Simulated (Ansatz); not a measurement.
# Geometry relaxation of Fe2Co3 (part 2 of 3)

Fe2Co3 (5 atoms in the cell); DFT PBE, scalar-relativistic, plane waves, PAW, spin-polarised (Ansatz 0.2.0); cutoff 420 eV, 10×10×10 k-mesh, Gaussian smearing of 0.1 eV, collinear spins. The structure was made by a generator, so it may or may not be a known phase.

Geometry of the input (Å; fractional positions):
```
-1.2409  1.2409  8.7747
1.2409  -1.2409  8.7747
1.2409  1.2409  -8.7747
Fe 0.9000  0.9000  0.0000
Fe 0.1000  0.1000  0.0000
Co 0.7000  0.7000  -0.0000
Co 0.3000  0.3000  -0.0000
Co 0.5000  0.5000  0.0000
```

What the program printed, continued
```
SCF iter   1: F=—  HF=-24339.264496 eV  |F-HF|=—  |Δ(HF+E_count)|=         —  Δρ=1.39e-2 (↑1.05e-2 ↓1.39e-2)  dr2=2.48e-1  dr2_m=5.62e-2  M=9.991 μB ∫|m|=10.676 μB  β_m=0.30  ethr=2.98e-4  ⟨swp⟩=1.8  Hψ=51658  notcnv=0
preconditioner: auto → Kerker (q_TF=auto, 2.908 Å⁻¹)  [metal: Δε(μ)=0.004 eV  Ē_g=10.366 eV  σ=0.100 eV  W_gap=0.02  n_scr=24 (ndim 8)  ℏωp=32.4 eV  f_vac=0.000  D(μ)=4.84/eV (n_scr^D=62)]
spin=Collinear: Kerker preconditioning applied to the charge; magnetization (m = ρ↑ − ρ↓) channel mixes plain (no charge-response kernel on spin).
SCF iter   2: F=—  HF=-24339.268158 eV  |F-HF|=—  |Δ(HF+E_count)|=   3.66e-3  Δρ=9.82e-3 (↑9.82e-3 ↓9.44e-3)  dr2=7.44e-2  dr2_m=2.42e-2  M=10.040 μB ∫|m|=10.726 μB  β_m=0.29  ethr=2.98e-4  ⟨swp⟩=2.0  Hψ=15562  notcnv=0
SCF iter   3: F=—  HF=-24339.268160 eV  |F-HF|=—  |Δ(HF+E_count)|=   1.20e-6  Δρ=9.82e-3 (↑5.32e-3 ↓9.82e-3)  dr2=1.45e-1  dr2_m=2.08e-2  M=10.027 μB ∫|m|=10.706 μB  β_m=0.12  ethr=8.96e-5  ⟨swp⟩=2.4  Hψ=17551  notcnv=0
SCF iter   4: F=—  HF=-24339.266956 eV  |F-HF|=—  |Δ(HF+E_count)|=   1.20e-3  Δρ=4.16e-3 (↑4.16e-3 ↓3.79e-3)  dr2=9.86e-3  dr2_m=7.09e-3  M=10.055 μB ∫|m|=10.735 μB  β_m=0.25  ethr=8.96e-5  ⟨swp⟩=1.0  Hψ=12375  notcnv=0
SCF iter   5: F=—  HF=-24339.267598 eV  |F-HF|=—  |Δ(HF+E_count)|=   6.42e-4  Δρ=1.65e-3 (↑8.63e-4 ↓1.65e-3)  dr2=1.74e-3  dr2_m=5.29e-4  M=10.082 μB ∫|m|=10.762 μB  β_m=0.41  ethr=1.19e-5  ⟨swp⟩=2.3  Hψ=16996  notcnv=0
SCF iter   6: F=—  HF=-24339.267646 eV  |F-HF|=—  |Δ(HF+E_count)|=   4.78e-5  Δρ=2.12e-3 (↑9.78e-4 ↓2.12e-3)  dr2=5.19e-3  dr2_m=3.18e-4  M=10.092 μB ∫|m|=10.773 μB  β_m=0.35  ethr=2.09e-6  ⟨swp⟩=2.1  Hψ=15060  notcnv=0
SCF iter   7: F=—  HF=-24339.267469 eV  |F-HF|=—  |Δ(HF+E_count)|=   1.77e-4  Δρ=7.86e-4 (↑2.38e-4 ↓7.86e-4)  dr2=3.02e-4  dr2_m=1.10e-4  M=10.091 μB ∫|m|=10.773 μB  β_m=0.54  ethr=2.09e-6  ⟨swp⟩=1.2  Hψ=12044  notcnv=0
SCF iter   8: F=—  HF=-24339.267421 eV  |F-HF|=—  |Δ(HF+E_count)|=   4.77e-5  Δρ=2.76e-4 (↑1.74e-4 ↓2.76e-4)  dr2=5.55e-5  dr2_m=1.29e-5  M=10.092 μB ∫|m|=10.775 μB  β_m=0.77  ethr=3.64e-7  ⟨swp⟩=1.2  Hψ=11720  notcnv=0
SCF iter   9: F=—  HF=-24339.267429 eV  |F-HF|=—  |Δ(HF+E_count)|=   7.96e-6  Δρ=2.72e-4 (↑1.44e-4 ↓2.72e-4)  dr2=1.34e-4  dr2_m=2.39e-6  M=10.092 μB ∫|m|=10.776 μB  β_m=0.69  ethr=6.69e-8  ⟨swp⟩=1.8  Hψ=15009  notcnv=0
SCF iter  10: F=—  HF=-24339.267425 eV  |F-HF|=—  |Δ(HF+E_count)|=   4.55e-6  Δρ=1.19e-4 (↑3.73e-5 ↓1.19e-4)  dr2=1.29e-5  dr2_m=1.12e-6  M=10.092 μB ∫|m|=10.776 μB  β_m=0.85  ethr=6.69e-8  ⟨swp⟩=1.0  Hψ=11523  notcnv=0
SCF iter  11: F=—  HF=-24339.267425 eV  |F-HF|=—  |Δ(HF+E_count)|=   1.07e-7  Δρ=5.51e-5 (↑1.90e-5 ↓5.51e-5)  dr2=3.93e-6  dr2_m=2.19e-7  M=10.092 μB ∫|m|=10.776 μB  β_m=0.92  ethr=1.55e-8  ⟨swp⟩=1.0  Hψ=11532  notcnv=0
iter 12 did not close the SCF: its close was put off until two iterations running show no level that it waits for move by more than its bar (scf_convergence_deferred on its scf_iter line)
SCF iter  12: F=-24339.267424 eV  HF=-24339.267424 eV  |F-HF|=3.54e-7  |Δ(HF+E_count)|=   1.08e-7  Δρ=1.50e-5 (↑8.73e-6 ↓1.50e-5)  dr2=3.41e-7  dr2_m=1.19e-8  M=10.092 μB ∫|m|=10.776 μB  β_m=0.75  ethr=6.02e-10  ⟨swp⟩=4.5  Hψ=40399  notcnv=0
iter 13 did not close the SCF: its close was put off until two iterations running show no level that it waits for move by more than its bar (scf_convergence_deferred on its scf_iter line)
SCF iter  13: F=-24339.267424 eV  HF=-24339.267424 eV  |F-HF|=7.40e-8  |Δ(HF+E_count)|=   2.30e-8  Δρ=8.22e-6 (↑2.43e-6 ↓8.22e-6)  dr2=8.04e-8  dr2_m=5.22e-9  M=10.092 μB ∫|m|=10.776 μB  β_m=0.87  ethr=4.11e-10  ⟨swp⟩=2.0  Hψ=33030  notcnv=0
SCF iter  14: F=-24339.267424 eV  HF=-24339.267424 eV  |F-HF|=4.43e-9  |Δ(HF+E_count)|=   2.02e-9  Δρ=1.92e-6 (↑7.95e-7 ↓1.92e-6)  dr2=4.86e-9  dr2_m=2.46e-10  M=10.092 μB ∫|m|=10.776 μB  ethr=9.68e-11  ⟨swp⟩=1.0  Hψ=24573  notcnv=0
the search or the solves at the SCF's close seem to have found levels that the self-consistency loop had missed (the run counts 1). By its estimate they hold under 1e-12 electrons; where the run keeps them, the occupations were computed again with them
SCF 3 converged in 14 iterations: F = -24339.267424 eV  dr2 = 4.86e-9
relax step   3: F+E_penalty+E_count = -24339.26742445 eV  Δ(F+E_penalty+E_count) = -3.188e-2 eV  max|allowed force component| = 2.518e-2 eV/Å  Δτ_max = 0.0322 Å  P = -0.260 GPa  Ω = 56.625 Å³  energy of the carried Pulay correction = -2.458e-3 eV  (14 SCF iters, dr2 threshold 5.00e-7 eV, accepted)
Crystal: 5 atoms, lattice volume = 56.561 Å³
Basis set: ecut = 420 eV, 1093 PW (Γ), FFT grids on a1+a3, a2+a3, a3, exchange–correlation on 36×36×120 points (8 copies of the dense FFT grid, shifted against one another)
iter 1 solved again at ethr=1.25e-6 eV; its pass at ethr=3.10e-3 eV (dr2=1.04e-3 eV) is discarded
SCF iter   1: F=—  HF=-24339.268198 eV  |F-HF|=—  |Δ(HF+E_count)|=         —  Δρ=1.22e-3 (↑6.50e-4 ↓1.22e-3)  dr2=1.02e-3  dr2_m=3.39e-4  M=10.091 μB ∫|m|=10.773 μB  β_m=0.30  ethr=1.25e-6  ⟨swp⟩=2.0  Hψ=49632  notcnv=0
preconditioner: auto → Kerker (q_TF=auto, 2.908 Å⁻¹)  [metal: Δε(μ)=0.003 eV  Ē_g=10.376 eV  σ=0.100 eV  W_gap=0.02  n_scr=24 (ndim 8)  ℏωp=32.4 eV  f_vac=0.000  D(μ)=4.29/eV (n_scr^D=54)]
spin=Collinear: Kerker preconditioning applied to the charge; magnetization (m = ρ↑ − ρ↓) channel mixes plain (no charge-response kernel on spin).
SCF iter   2: F=—  HF=-24339.268269 eV  |F-HF|=—  |Δ(HF+E_count)|=   7.09e-5  Δρ=1.09e-3 (↑7.05e-4 ↓1.09e-3)  dr2=1.09e-3  dr2_m=1.29e-4  M=10.093 μB ∫|m|=10.775 μB  β_m=0.26  ethr=1.22e-6  ⟨swp⟩=1.0  Hψ=12246  notcnv=0
SCF iter   3: F=—  HF=-24339.268238 eV  |F-HF|=—  |Δ(HF+E_count)|=   3.03e-5  Δρ=8.25e-4 (↑3.87e-4 ↓8.25e-4)  dr2=5.01e-4  dr2_m=1.39e-4  M=10.091 μB ∫|m|=10.773 μB  β_m=0.22  ethr=1.22e-6  ⟨swp⟩=1.1  Hψ=12273  notcnv=0
SCF iter   4: F=—  HF=-24339.268263 eV  |F-HF|=—  |Δ(HF+E_count)|=   2.44e-5  Δρ=4.60e-4 (↑2.64e-4 ↓4.60e-4)  dr2=2.08e-4  dr2_m=4.76e-5  M=10.091 μB ∫|m|=10.774 μB  β_m=0.21  ethr=6.04e-7  ⟨swp⟩=1.0  Hψ=12240  notcnv=0
SCF iter   5: F=—  HF=-24339.268260 eV  |F-HF|=—  |Δ(HF+E_count)|=   2.63e-6  Δρ=9.41e-5 (↑7.76e-5 ↓9.41e-5)  dr2=1.61e-5  dr2_m=1.59e-6  M=10.092 μB ∫|m|=10.774 μB  β_m=0.29  ethr=2.50e-7  ⟨swp⟩=1.0  Hψ=12240  notcnv=0
SCF iter   6: F=—  HF=-24339.268259 eV  |F-HF|=—  |Δ(HF+E_count)|=   1.39e-6  Δρ=7.85e-5 (↑4.35e-5 ↓7.85e-5)  dr2=1.13e-5  dr2_m=8.74e-7  M=10.091 μB ∫|m|=10.774 μB  β_m=0.38  ethr=1.94e-8  ⟨swp⟩=1.6  Hψ=14799  notcnv=0
SCF iter   7: F=—  HF=-24339.268258 eV  |F-HF|=—  |Δ(HF+E_count)|=   6.38e-7  Δρ=7.72e-5 (↑2.30e-5 ↓7.72e-5)  dr2=7.24e-6  dr2_m=4.85e-7  M=10.092 μB ∫|m|=10.775 μB  β_m=0.47  ethr=1.36e-8  ⟨swp⟩=1.0  Hψ=12240  notcnv=0
SCF iter   8: F=—  HF=-24339.268258 eV  |F-HF|=—  |Δ(HF+E_count)|=   2.71e-7  Δρ=2.20e-5 (↑1.33e-5 ↓2.20e-5)  dr2=9.21e-7  dr2_m=4.34e-8  M=10.092 μB ∫|m|=10.775 μB  β_m=0.54  ethr=8.73e-9  ⟨swp⟩=1.0  Hψ=12240  notcnv=0
SCF iter   9: F=—  HF=-24339.268258 eV  |F-HF|=—  |Δ(HF+E_count)|=   1.36e-9  Δρ=3.60e-5 (↑7.50e-6 ↓3.60e-5)  dr2=1.33e-6  dr2_m=1.14e-7  M=10.092 μB ∫|m|=10.775 μB  β_m=0.77  ethr=6.02e-10  ⟨swp⟩=3.9  Hψ=37090  notcnv=0
SCF iter  10: F=—  HF=-24339.268258 eV  |F-HF|=—  |Δ(HF+E_count)|=   2.00e-8  Δρ=3.55e-5 (↑1.13e-5 ↓3.55e-5)  dr2=1.19e-6  dr2_m=7.91e-8  M=10.092 μB ∫|m|=10.775 μB  β_m=0.47  ethr=1.11e-9  ⟨swp⟩=1.0  Hψ=12240  notcnv=0
SCF iter  11: F=-24339.268258 eV  HF=-24339.268258 eV  |F-HF|=1.34e-7  |Δ(HF+E_count)|=   5.01e-8  Δρ=9.94e-6 (↑4.83e-6 ↓9.94e-6)  dr2=1.17e-7  dr2_m=3.97e-9  M=10.092 μB ∫|m|=10.775 μB  ethr=6.02e-10  ⟨swp⟩=2.0  Hψ=33742  notcnv=0
SCF 4 converged in 11 iterations: F = -24339.268258 eV  dr2 = 1.17e-7
relax step   4: F+E_penalty+E_count = -24339.26825760 eV  Δ(F+E_penalty+E_count) = -8.331e-4 eV  max|allowed force component| = 1.915e-2 eV/Å  Δτ_max = 0.0025 Å  P = +0.007 GPa  Ω = 56.561 Å³  energy of the carried Pulay correction = -2.398e-3 eV  (11 SCF iters, dr2 threshold 5.00e-7 eV, accepted)
Basis set: ecut = 420 eV, 1093 PW (Γ), FFT grids on a1+a3, a2+a3, a3, exchange–correlation on 36×36×128 points (8 copies of the dense FFT grid, shifted against one another)
Initial wavefunctions: pseudopotential atomic-orbital guess (no wavefunctions were taken with the density)
iter 1 solved again at ethr=3.83e-8 eV; its pass at ethr=3.10e-3 eV (dr2=3.18e-5 eV) is discarded
SCF iter   1: F=—  HF=-24339.268188 eV  |F-HF|=—  |Δ(HF+E_count)|=         —  Δρ=9.46e-4 (↑9.46e-4 ↓6.38e-4)  dr2=3.43e-5  dr2_m=1.51e-5  M=10.092 μB ∫|m|=10.775 μB  β_m=0.30  ethr=3.83e-8  ⟨swp⟩=3.4  Hψ=77501  notcnv=0
preconditioner: auto → Kerker (q_TF=auto, 2.908 Å⁻¹)  [metal: Δε(μ)=0.004 eV  Ē_g=10.376 eV  σ=0.100 eV  W_gap=0.02  n_scr=24 (ndim 8)  ℏωp=32.4 eV  f_vac=0.000  D(μ)=4.27/eV (n_scr^D=54)]
spin=Collinear: Kerker preconditioning applied to the charge; magnetization (m = ρ↑ − ρ↓) channel mixes plain (no charge-response kernel on spin).
SCF iter   2: F=—  HF=-24339.269803 eV  |F-HF|=—  |Δ(HF+E_count)|=   1.61e-3  Δρ=6.79e-4 (↑6.79e-4 ↓5.09e-4)  dr2=6.65e-5  dr2_m=9.03e-6  M=10.092 μB ∫|m|=10.776 μB  β_m=0.65  ethr=3.83e-8  ⟨swp⟩=1.0  Hψ=12240  notcnv=0
SCF iter   3: F=—  HF=-24339.271155 eV  |F-HF|=—  |Δ(HF+E_count)|=   1.35e-3  Δρ=3.59e-4 (↑2.84e-4 ↓3.59e-4)  dr2=1.02e-4  dr2_m=7.55e-6  M=10.092 μB ∫|m|=10.775 μB  β_m=0.61  ethr=3.83e-8  ⟨swp⟩=2.5  Hψ=19639  notcnv=0
SCF iter   4: F=—  HF=-24339.271407 eV  |F-HF|=—  |Δ(HF+E_count)|=   2.52e-4  Δρ=2.91e-4 (↑1.18e-4 ↓2.91e-4)  dr2=1.02e-4  dr2_m=5.53e-6  M=10.092 μB ∫|m|=10.775 μB  β_m=0.44  ethr=3.83e-8  ⟨swp⟩=2.2  Hψ=16996  notcnv=0
SCF iter   5: F=—  HF=-24339.271386 eV  |F-HF|=—  |Δ(HF+E_count)|=   2.17e-5  Δρ=9.42e-5 (↑4.10e-5 ↓9.42e-5)  dr2=1.20e-5  dr2_m=5.50e-7  M=10.092 μB ∫|m|=10.775 μB  β_m=0.33  ethr=3.83e-8  ⟨swp⟩=1.1  Hψ=12803  notcnv=0
SCF iter   6: F=—  HF=-24339.271385 eV  |F-HF|=—  |Δ(HF+E_count)|=   3.18e-7  Δρ=4.10e-5 (↑1.54e-5 ↓4.10e-5)  dr2=1.16e-6  dr2_m=1.28e-7  M=10.092 μB ∫|m|=10.775 μB  β_m=0.67  ethr=1.44e-8  ⟨swp⟩=1.0  Hψ=12240  notcnv=0
SCF iter   7: F=—  HF=-24339.271382 eV  |F-HF|=—  |Δ(HF+E_count)|=   3.09e-6  Δρ=3.95e-5 (↑1.16e-5 ↓3.95e-5)  dr2=1.31e-6  dr2_m=1.15e-7  M=10.092 μB ∫|m|=10.775 μB  β_m=0.83  ethr=1.40e-9  ⟨swp⟩=2.1  Hψ=15972  notcnv=0
SCF iter   8: F=—  HF=-24339.271382 eV  |F-HF|=—  |Δ(HF+E_count)|=   7.98e-8  Δρ=4.98e-6 (↑1.83e-6 ↓4.98e-6)  dr2=2.70e-8  dr2_m=1.63e-9  M=10.092 μB ∫|m|=10.775 μB  β_m=0.83  ethr=1.40e-9  ⟨swp⟩=1.0  Hψ=12240  notcnv=0
SCF iter   9: F=-24339.271375 eV  HF=-24339.271375 eV  |F-HF|=5.82e-11  |Δ(HF+E_count)|=   6.98e-6  Δρ=8.44e-7 (↑6.14e-7 ↓8.44e-7)  dr2=6.34e-10  dr2_m=6.96e-11  M=10.092 μB ∫|m|=10.775 μB  ethr=3.86e-12  ⟨swp⟩=3.2  Hψ=42586  notcnv=0
SCF 5 converged in 9 iterations: F = -24339.271375 eV  dr2 = 6.34e-10
relax step   5: F+E_penalty+E_count = -24339.27137538 eV  Δ(F+E_penalty+E_count) = -3.118e-3 eV  max|allowed force component| = 1.946e-2 eV/Å  Δτ_max = 0.0000 Å  P = +0.125 GPa  Ω = 56.561 Å³  stress off target by 3.41e-1 GPa  SCF on the basis re-selected at this cell (its energy is not comparable with the rows above)  (9 SCF iters)
```

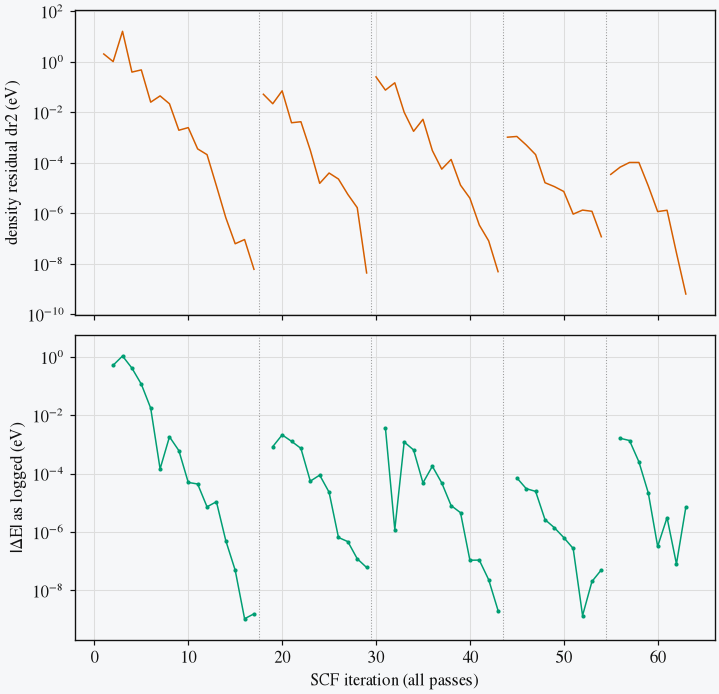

Fig. 1: Convergence of the self-consistent field: density residual dr2 and size of the energy change against the SCF iteration. The dotted lines part the SCF passes of the relaxation: geometry steps, rejected trials and re-solves on a re-selected basis. The 5 passes take 9 to 17 iterations each, 63 in all.

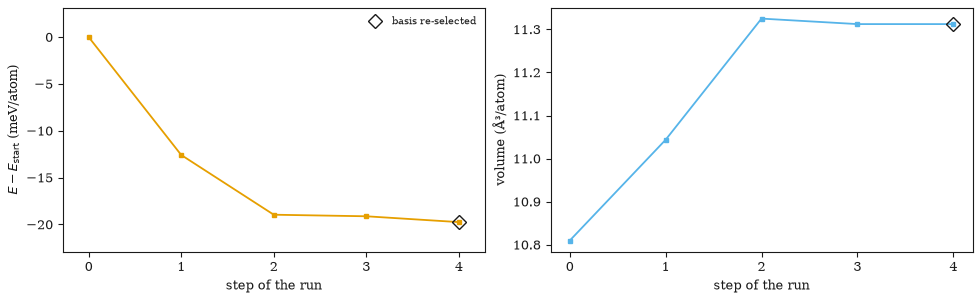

Fig. 2: Progress of the relaxation, step by step (the first geometry is step 0 here and step 1 in the log).

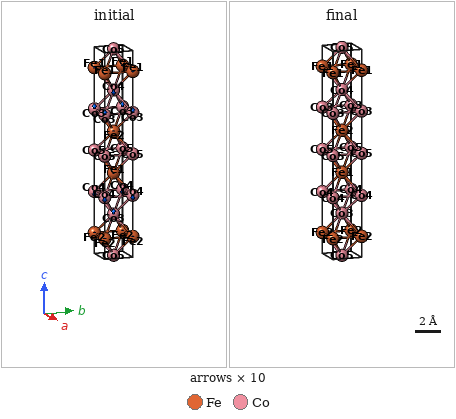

Fig. 3: Before (left) and after (right) the relaxation, at one scale (ball-and-stick view of the cell 2 times as large as that of the calculation, set on its symmetry axes, seen slightly off an axis). The blue arrows give the displacements (without the part carried along by the change of the cell), magnified 10 times. Over 3 geometry steps the energy falls by 19.1 meV per atom. Largest force component: 0.64 eV/Å at the start, 0.019 eV/Å at the end. Pressure: 8.68 GPa at the start and 0.12 GPa at the end. The largest moves relative to the cell, 0.050 Å, are those of Co3 and Co4. Largest moves by element: Co 0.050 Å, Fe 0.011 Å. The volume changes by +4.6 %, with a = b 2.482 → 2.530 Å (+1.9 %), c 17.549 → 17.673 Å (+0.7 %). Among the contacts that change: Fe1–Co4 2.482 → 2.543 Å, Co3–Co3 2.482 → 2.530 Å, Fe1–Fe1 2.482 → 2.530 Å, Fe1–Co5 2.482 → 2.522 Å. The space group stays I4/mmm (No. 139). A last SCF at the same geometry on a re-selected plane-wave basis shifts the energy by −0.6 meV per atom. (Atoms are counted from 1 in the order of the input.)
